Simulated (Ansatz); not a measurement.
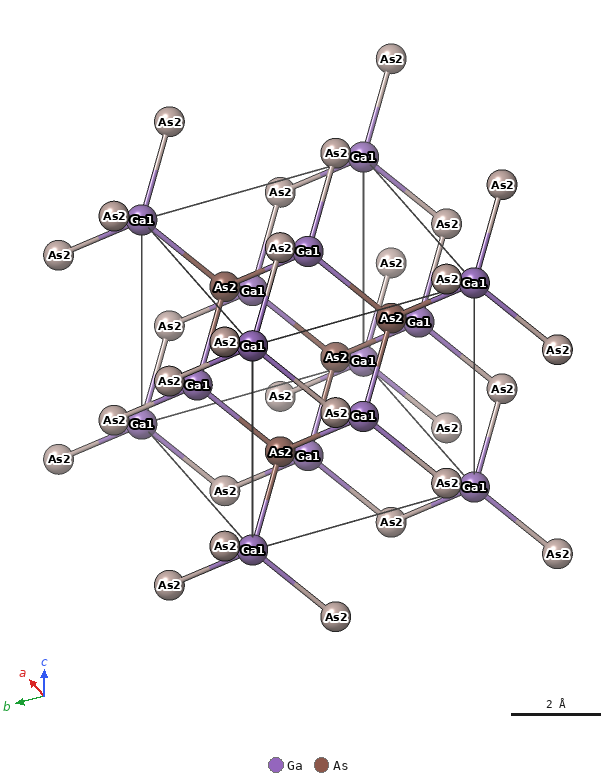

Fig. 1: The structure as given in the input (ball-and-stick view of the cell 4 times as large as that of the calculation, set on its symmetry axes, seen at an oblique angle; neighbours outside the cell are drawn fainter; atoms are numbered from 1 in the order of the input). Near neighbours in the crystal (not all of them lie inside the picture): Ga has 4 As at 2.44 Å; As has 4 Ga at 2.44 Å.

## GaAs: a changed input and its effect

System: GaAs (F-43m, 2 atoms in the cell).
Method of run 1: DFT PBE, spin-orbit coupling, plane waves, PAW (Ansatz 0.2.0).

Text and figures count atoms from 1; the logs count them from 0 in places.

**The input, run 1**
```yaml
crystal:
  lattice:
    - [0.0, 2.8135433318, 2.8135433318]
    - [2.8135433318, 0.0, 2.8135433318]
    - [2.8135433318, 2.8135433318, 0.0]
  atoms:
    - { symbol: Ga, position: [0.0, 0.0, 0.0] }
    - { symbol: As, position: [0.25, 0.25, 0.25] }
basis:
  ecutwfc: 420
kpoints:
  mp_grid: { grid: [6, 6, 6] }
hamiltonian:
  xc: pbe
scf:
  occupations: { method: gaussian, width: 0.05 }
output:
  forces: true
  stress: true
  eigenvalues: true
magnetization:
  noncollinear: true
  spin_orbit: true
```

Command:
```bash
ansatz run input.yaml --threads 1 --pin off --max-ram 4096MiB --backend cpu --events-out ev --progress --plain --runs-dir out
```

Hardware: 1 thread of Intel Xeon @ 2.30GHz, 28 GiB of memory available, shared host.

**Output, shortened to warnings, some set-up lines, iterations and results (run 1)**
```
Basis set: ecut = 420 eV, 893 PW (Γ), exchange–correlation on 54×54×54 points (8 copies of the dense FFT grid, shifted against one another)
Symmetry: 24 space group operations + 24 with time reversal
k-points: 16 of 216 (time reversal used)
Initial density: superposition of atomic densities (chi_scale 0.1, normalization cell, long waves kept (reshape's long-wave potential 0.00 eV rms))
[...]
SCF iter   1: F=—  HF=-8640.079961 eV  |F-HF|=—  |Δ(HF+E_count)|=         —  Δρ=3.93e-2  dr2=4.34e-1  dr2_m=0.00e0 (ungated)  ethr=3.10e-3  |M|=0.00e0 ∫|m|=0.00e0 μB  …
SCF iter   2: F=—  HF=-8640.033390 eV  |F-HF|=—  |Δ(HF+E_count)|=   4.66e-2  Δρ=2.57e-2  dr2=1.87e-1  dr2_m=0.00e0 (ungated)  ethr=1.55e-3  |M|=0.00e0 ∫|m|=0.00e0 μB  …
SCF iter   3: F=—  HF=-8640.011799 eV  |F-HF|=—  |Δ(HF+E_count)|=   2.16e-2  Δρ=5.40e-3  dr2=6.51e-3  dr2_m=0.00e0 (ungated)  ethr=6.68e-4  |M|=0.00e0 ∫|m|=0.00e0 μB  …
SCF iter   4: F=—  HF=-8640.006545 eV  |F-HF|=—  |Δ(HF+E_count)|=   5.25e-3  Δρ=1.16e-3  dr2=2.08e-4  dr2_m=0.00e0 (ungated)  ethr=2.33e-5  |M|=0.00e0 ∫|m|=0.00e0 μB  …
SCF iter   5: F=—  HF=-8640.006624 eV  |F-HF|=—  |Δ(HF+E_count)|=   7.95e-5  Δρ=2.97e-4  dr2=2.48e-5  dr2_m=0.00e0 (ungated)  ethr=7.42e-7  |M|=0.00e0 ∫|m|=0.00e0 μB  …
SCF iter   6: F=—  HF=-8640.006633 eV  |F-HF|=—  |Δ(HF+E_count)|=   9.13e-6  Δρ=9.52e-5  dr2=2.54e-6  dr2_m=0.00e0 (ungated)  ethr=8.85e-8  |M|=0.00e0 ∫|m|=0.00e0 μB  …
SCF iter   7: F=-8640.006634 eV  HF=-8640.006634 eV  |F-HF|=6.73e-8  |Δ(HF+E_count)|=   2.73e-7  Δρ=1.69e-5  dr2=8.75e-8  dr2_m=0.00e0 (ungated)  ethr=3.57e-10  |M|=0.00e0 …
SCF 1 converged in 7 iterations: F = -8640.006634 eV  dr2 = 8.75e-8
SCF converged after 7 iterations
Magnetization: |M| = 0.0000 μB,  M = (+0.0000, +0.0000, +0.0000) μB
Absolute magnetization: 0.0000 μB (∫|m|)
  site 0: m = (+0.0000, +0.0000, +0.0000) μB, |m| = 0.0000 μB  (R = 1.01 Å)
  site 1: m = (+0.0000, +0.0000, +0.0000) μB, |m| = 0.0000 μB  (R = 1.01 Å)
Free energy (F): -8640.006634 eV
Harris-Foulkes:  -8640.006634 eV  (|F-HF|=6.73e-8)
Internal energy: -8640.006634 eV  (E = F + TS)
E sigma→0 (E₀):  -8640.006634 eV
Fermi energy:    8.753028 eV
--- Per-component energies (eV) ---
  E_band       = -307.034944
  E_kinetic    = 219.995841
  E_local      = -3895.179160  (includes V_loc(G=0)·N_el)
  E_nonlocal   = -245.290043
  E_hartree    = 1965.648273
  E_xc         = -148.702970
  E_vxc        = -137.806688  (∫ρ·V_xc dr)
  E_paw        = -3824.987066  (= ΣΔE_a)
  E_vpaw       = -180.043046  (= ΣTr[D̂ρ^β])
  E_aug_tail   = -0.000076  (compensation charges beyond the density's cutoff)
  E_ewald      = -2711.491434
  E_smearing   = -0.000000  (= −TS)
  E_closure    = 0.000000  (closes the sum)
  Σ components = -8640.006634   (vs F -8640.006634, Δ=0.00e0)
--- Forces (eV/Å), atoms counted from 1 ---
  atom   1  Ga     0.00000000    -0.00000000    -0.00000000
  atom   2  As    -0.00000000     0.00000000     0.00000000
  max |Σ_I F_I| component: 2.30e-16 eV/Å
--- Stress (GPa, compression-positive) ---
        4.366697      -0.000000      -0.000000
       -0.000000       4.366697       0.000000
       -0.000000       0.000000       4.366697
  P = ⅓ Tr σ = 4.3667 GPa (43.667 kbar)
```

The input of run 2 differs as follows (lines with − go, lines with + come):
```diff
-    - [0.0, 2.8135433318, 2.8135433318]
-    - [2.8135433318, 0.0, 2.8135433318]
-    - [2.8135433318, 2.8135433318, 0.0]
+    - [0.0, 2.8472650231, 2.8472650231]
+    - [2.8472650231, 0.0, 2.8472650231]
+    - [2.8472650231, 2.8472650231, 0.0]
```

What does this change do to the results?

With the same functional and potentials, run 2 lies 15.1 meV per atom lower. The gap on the mesh goes from 0.51 to 0.25 eV. The pressure goes from 4.37 to 1.68 GPa. The volume per atom goes from 22.27 to 23.08 Å³. The cell is scaled evenly with the atoms at fixed fractional positions, so −ΔP/Δ ln V estimates the bulk modulus midway between the two volumes: about 75 GPa. The number of SCF iterations is the same.

**Output, shortened to warnings, some set-up lines, iterations and results (run 2)**
```
Basis set: ecut = 420 eV, 893 PW (Γ), exchange–correlation on 54×54×54 points (8 copies of the dense FFT grid, shifted against one another)
Symmetry: 24 space group operations + 24 with time reversal
k-points: 16 of 216 (time reversal used)
Initial density: superposition of atomic densities (chi_scale 0.1, normalization cell, long waves kept (reshape's long-wave potential 0.00 eV rms))
[...]
SCF iter   1: F=—  HF=-8640.106409 eV  |F-HF|=—  |Δ(HF+E_count)|=         —  Δρ=3.83e-2  dr2=4.20e-1  dr2_m=0.00e0 (ungated)  ethr=3.10e-3  |M|=0.00e0 ∫|m|=0.00e0 μB  …
SCF iter   2: F=—  HF=-8640.062647 eV  |F-HF|=—  |Δ(HF+E_count)|=   4.38e-2  Δρ=2.51e-2  dr2=1.82e-1  dr2_m=0.00e0 (ungated)  ethr=1.50e-3  |M|=0.00e0 ∫|m|=0.00e0 μB  …
SCF iter   3: F=—  HF=-8640.042176 eV  |F-HF|=—  |Δ(HF+E_count)|=   2.05e-2  Δρ=5.29e-3  dr2=6.91e-3  dr2_m=0.00e0 (ungated)  ethr=6.49e-4  |M|=0.00e0 ∫|m|=0.00e0 μB  …
SCF iter   4: F=—  HF=-8640.036714 eV  |F-HF|=—  |Δ(HF+E_count)|=   5.46e-3  Δρ=1.09e-3  dr2=1.92e-4  dr2_m=0.00e0 (ungated)  ethr=2.47e-5  |M|=0.00e0 ∫|m|=0.00e0 μB  …
SCF iter   5: F=—  HF=-8640.036793 eV  |F-HF|=—  |Δ(HF+E_count)|=   7.91e-5  Δρ=2.82e-4  dr2=2.35e-5  dr2_m=0.00e0 (ungated)  ethr=6.85e-7  |M|=0.00e0 ∫|m|=0.00e0 μB  …
SCF iter   6: F=—  HF=-8640.036797 eV  |F-HF|=—  |Δ(HF+E_count)|=   4.25e-6  Δρ=8.89e-5  dr2=2.52e-6  dr2_m=0.00e0 (ungated)  ethr=8.39e-8  |M|=0.00e0 ∫|m|=0.00e0 μB  …
SCF iter   7: F=-8640.036797 eV  HF=-8640.036797 eV  |F-HF|=6.41e-8  |Δ(HF+E_count)|=   3.88e-7  Δρ=1.62e-5  dr2=8.63e-8  dr2_m=0.00e0 (ungated)  ethr=3.57e-10  |M|=0.00e0 …
SCF 1 converged in 7 iterations: F = -8640.036797 eV  dr2 = 8.63e-8
SCF converged after 7 iterations
Magnetization: |M| = 0.0000 μB,  M = (+0.0000, +0.0000, +0.0000) μB
Absolute magnetization: 0.0000 μB (∫|m|)
  site 0: m = (+0.0000, +0.0000, +0.0000) μB, |m| = 0.0000 μB  (R = 1.02 Å)
  site 1: m = (+0.0000, +0.0000, +0.0000) μB, |m| = 0.0000 μB  (R = 1.02 Å)
Free energy (F): -8640.036797 eV
Harris-Foulkes:  -8640.036797 eV  (|F-HF|=6.41e-8)
Internal energy: -8640.036796 eV  (E = F + TS)
E sigma→0 (E₀):  -8640.036797 eV
Entropy (-TS):   -0.000001 eV (-0.000 meV/atom)
Fermi energy:    8.135562 eV
--- Per-component energies (eV) ---
  E_band       = -318.658332
  E_kinetic    = 219.004206
  E_local      = -3947.240875  (includes V_loc(G=0)·N_el)
  E_nonlocal   = -245.241537
  E_hartree    = 1986.166069
  E_xc         = -148.180149
  E_vxc        = -137.101551  (∫ρ·V_xc dr)
  E_paw        = -3825.166627  (= ΣΔE_a)
  E_vpaw       = -180.403554  (= ΣTr[D̂ρ^β])
  E_aug_tail   = -0.000100  (compensation charges beyond the density's cutoff)
  E_ewald      = -2679.377782
  E_smearing   = -0.000001  (= −TS)
  E_closure    = -0.000000  (closes the sum)
  Σ components = -8640.036797   (vs F -8640.036797, Δ=0.00e0)
--- Forces (eV/Å), atoms counted from 1 ---
  atom   1  Ga     0.00000000    -0.00000000     0.00000000
  atom   2  As    -0.00000000     0.00000000     0.00000000
  max |Σ_I F_I| component: 2.36e-16 eV/Å
--- Stress (GPa, compression-positive) ---
        1.683994       0.000000      -0.000000
        0.000000       1.683994       0.000000
       -0.000000       0.000000       1.683994
  P = ⅓ Tr σ = 1.6840 GPa (16.840 kbar)
```

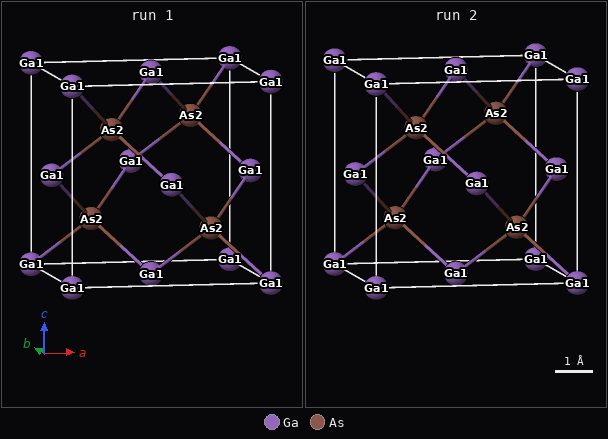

Fig. 2: The two input geometries at one scale (ball-and-stick view of the cell 4 times as large as that of the calculation, set on its symmetry axes, seen slightly off an axis). The atoms keep their places relative to the cell (all moves are under 0.005 Å). Cell: a = b = c 5.627 → 5.695 Å (+1.2 %). Volume +3.6 %. Among the contacts that change: Ga1–As2 2.437 → 2.466 Å.

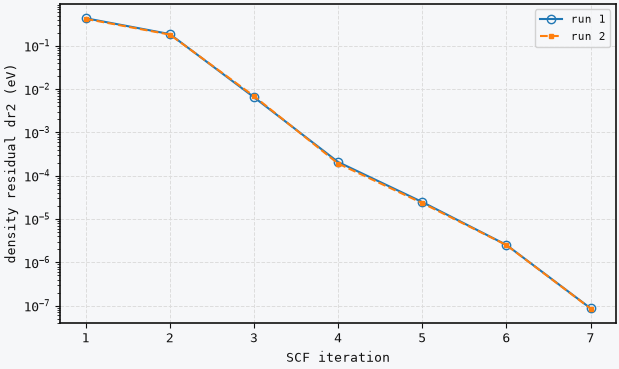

Fig. 3: Convergence of the two runs: density residual dr2 against the SCF iteration. Run 1 takes 7 iterations in all, and run 2 takes 7.

**The two runs side by side**

| quantity | run 1 | run 2 |
| --- | --- | --- |
| outcome | converged | converged |
| free energy per atom (eV) | −4320.0033 | −4320.0184 |
| gap on the mesh (eV) | 0.51 | 0.25 |
| net moment of the cell (μB) | 0.00 | 0.00 |
| absolute moment of the cell (μB) | 0.00 | 0.00 |
| pressure (GPa) | 4.37 | 1.68 |
| volume per atom (Å³) | 22.27 | 23.08 |
| largest force (eV/Å) | 0.000 | 0.000 |
| SCF iterations | 7 | 7 |
| irreducible k-points | 16 | 16 |
| plane waves at Γ | 893 | 893 |
| wall time (shared host) | 4.3 s | 4.1 s |
